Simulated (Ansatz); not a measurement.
## Energy of Sb along a strain of the cell

System: Sb (2 atoms in the cell).
Method: DFT PBEsol, scalar-relativistic, plane waves, PAW, no spin polarisation (Ansatz 0.2.0).

The 5 runs differ only in the geometry, by a strain of the cell at fixed fractional positions. Against run 3, the strain is εzz = η. The structure derives from an entry of the Crystallography Open Database.

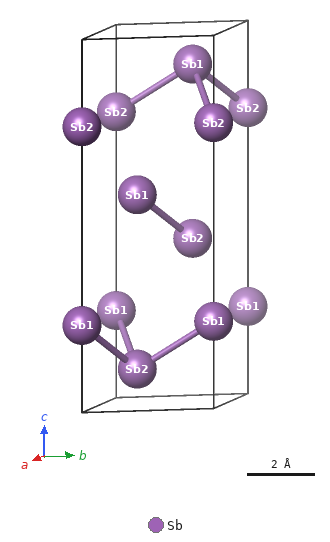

Figure 1. The structure of run 3 (ball-and-stick view of the cell 3 times as large as that of the calculation, set on its symmetry axes, seen slightly off an axis; atoms are numbered from 1 in the order of the input). An atom can appear more than once, as a periodic image.

**Input of run 3**
```yaml
crystal:
  lattice:
    - [2.0430703154, 1.1795671966, 3.744]
    - [-2.0430703154, 1.1795671966, 3.744]
    - [0.0, -2.3591343931, 3.744]
  atoms:
    - { symbol: Sb, position: [0.23364, 0.23364, 0.23364] }
    - { symbol: Sb, position: [0.76636, 0.76636, 0.76636] }
basis:
  ecutwfc: 420
kpoints:
  mp_grid: { grid: [12, 12, 12] }
hamiltonian:
  xc: pbesol
scf:
  occupations: { method: gaussian, width: 0.15 }
output:
  forces: true
  stress: true
  eigenvalues: true
```

Command:
```bash
ansatz run input.yaml --threads 1 --pin off --max-ram 2560MiB --backend cpu --events-out ev --progress --plain --runs-dir out
```

Run 4 differs from it as follows:
```diff
-    - [2.0430703154, 1.1795671966, 3.744]
-    - [-2.0430703154, 1.1795671966, 3.744]
-    - [0.0, -2.3591343931, 3.744]
+    - [2.0430703154, 1.1795671966, 3.8376]
+    - [-2.0430703154, 1.1795671966, 3.8376]
+    - [0.0, -2.3591343931, 3.8376]
```

**Results, with one run withheld**

```csv
run,strain parameter η (%),"free energy per atom, from the lowest run given (meV)",pressure (GPa)
1,−5.0000,111.01,13.25
2,−2.5000,68.33,10.68
3,0.0000,36.40,8.38
4,2.5000,?,?
5,5.0000,0.00,4.45
```

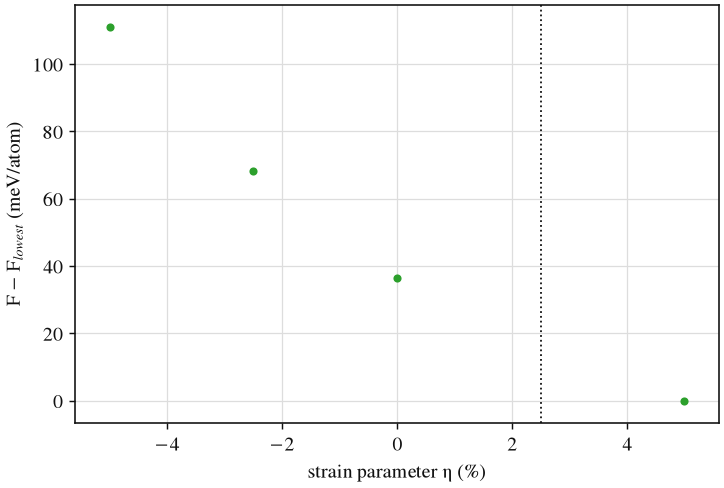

Figure 2. Free energy per atom of the runs given; the dotted line marks run 4.

Fit the runs given and predict run 4.

A quadratic polynomial in the coordinate, fitted to the 4 runs given, misses them by at most 0.35 meV per atom. With x = η + 0.6250, it reads F = 43.368 − 12.05 x + 0.77291 x² (meV per atom). At run 4 it gives 13.26 meV per atom, and the run itself gives 14.00. The fit has no minimum inside this range. The fit misses that run by 0.74 meV per atom.

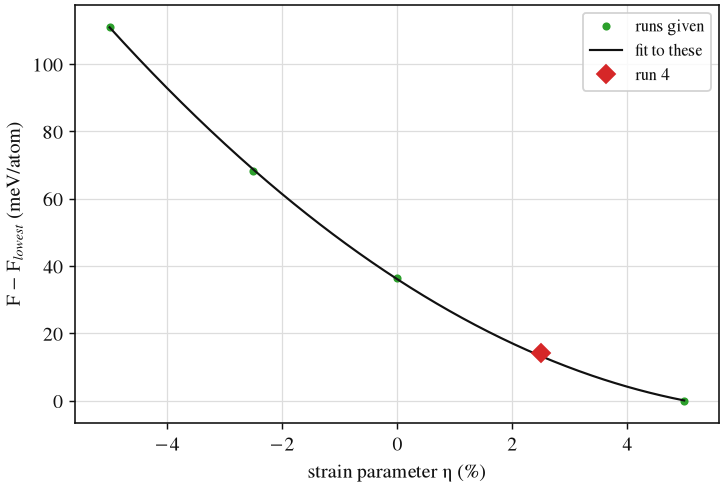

Figure 3. The fit and the withheld run.

**Output, shortened to warnings, some set-up lines, iterations and results (run 4)**
```
Basis set: ecut = 420 eV, 1111 PW (Γ), exchange–correlation on 64×64×64 points (8 copies of the dense FFT grid, shifted against one another)
Symmetry: 12 space group operations
k-points: 189 of 1728
Initial density: superposition of atomic densities (neutral atoms: chi_scale 0, normalization atom), corrected by the library's trained network
[...]
SCF iter   1: F=—  HF=-12816.045381 eV  |F-HF|=—  |Δ(HF+E_count)|=         —  Δρ=2.80e-3  dr2=3.58e-3  ethr=1.77e-3  ⟨swp⟩=5.7  Hψ=17690  notcnv=0
SCF iter   2: F=—  HF=-12816.042726 eV  |F-HF|=—  |Δ(HF+E_count)|=   2.65e-3  Δρ=1.84e-3  dr2=1.33e-3  ethr=1.19e-5  ⟨swp⟩=2.5  Hψ=7789  notcnv=0
SCF iter   3: F=—  HF=-12816.042375 eV  |F-HF|=—  |Δ(HF+E_count)|=   3.51e-4  Δρ=7.22e-4  dr2=1.54e-4  ethr=4.43e-6  ⟨swp⟩=2.0  Hψ=6428  notcnv=0
SCF iter   4: F=—  HF=-12816.042264 eV  |F-HF|=—  |Δ(HF+E_count)|=   1.11e-4  Δρ=2.55e-4  dr2=2.99e-5  ethr=5.13e-7  ⟨swp⟩=2.0  Hψ=6391  notcnv=0
SCF iter   5: F=—  HF=-12816.042247 eV  |F-HF|=—  |Δ(HF+E_count)|=   1.67e-5  Δρ=3.24e-5  dr2=1.37e-6  ethr=9.97e-8  ⟨swp⟩=2.0  Hψ=6427  notcnv=0
SCF iter   6: F=—  HF=-12816.042247 eV  |F-HF|=—  |Δ(HF+E_count)|=   3.09e-7  Δρ=1.80e-5  dr2=1.31e-7  ethr=4.55e-9  ⟨swp⟩=3.0  Hψ=6506  notcnv=0
SCF iter   7: F=-12816.042247 eV  HF=-12816.042247 eV  |F-HF|=1.25e-8  |Δ(HF+E_count)|=   2.29e-8  Δρ=6.66e-6  dr2=1.46e-8  ethr=3.33e-10  ⟨swp⟩=5.0  Hψ=13942  notcnv=0
SCF 1 converged in 7 iterations: F = -12816.042247 eV  dr2 = 1.46e-8
SCF converged after 7 iterations
Free energy (F): -12816.042247 eV
Harris-Foulkes:  -12816.042247 eV  (|F-HF|=1.25e-8)
Internal energy: -12816.036417 eV  (E = F + TS)
E sigma→0 (E₀):  -12816.039332 eV
Entropy (-TS):   -0.005831 eV (-2.915 meV/atom)
Fermi energy:    11.244799 eV
--- Per-component energies (eV) ---
  E_band       = -306.187644
  E_kinetic    = 417.919637
  E_local      = -3070.685206  (includes V_loc(G=0)·N_el)
  E_nonlocal   = 728.905959
  E_hartree    = 1400.796188
  E_xc         = -276.480984
  E_vxc        = -195.225932  (∫ρ·V_xc dr)
  E_paw        = -8999.684147  (= ΣΔE_a)
  E_vpaw       = -988.702407  (= ΣTr[D̂ρ^β])
  E_aug_tail   = -0.000004  (compensation charges beyond the density's cutoff)
  E_ewald      = -3017.471574
  E_core_change = 0.663714  (= ΣΔE_core)
  E_smearing   = -0.005831  (= −TS)
  E_closure    = -0.000000  (closes the sum)
  Σ components = -12816.042247   (vs F -12816.042247, Δ=0.00e0)
--- Forces (eV/Å), atoms counted from 1 ---
  atom   1  Sb     0.00000000     0.00000000     0.65951520
  atom   2  Sb    -0.00000000    -0.00000000    -0.65951520
  max |Σ_I F_I| component: 2.22e-16 eV/Å
--- Stress (GPa, compression-positive) ---
        7.330643      -0.000000      -0.000000
       -0.000000       7.330643      -0.000000
       -0.000000      -0.000000       4.271237
  P = ⅓ Tr σ = 6.3108 GPa (63.108 kbar)
```
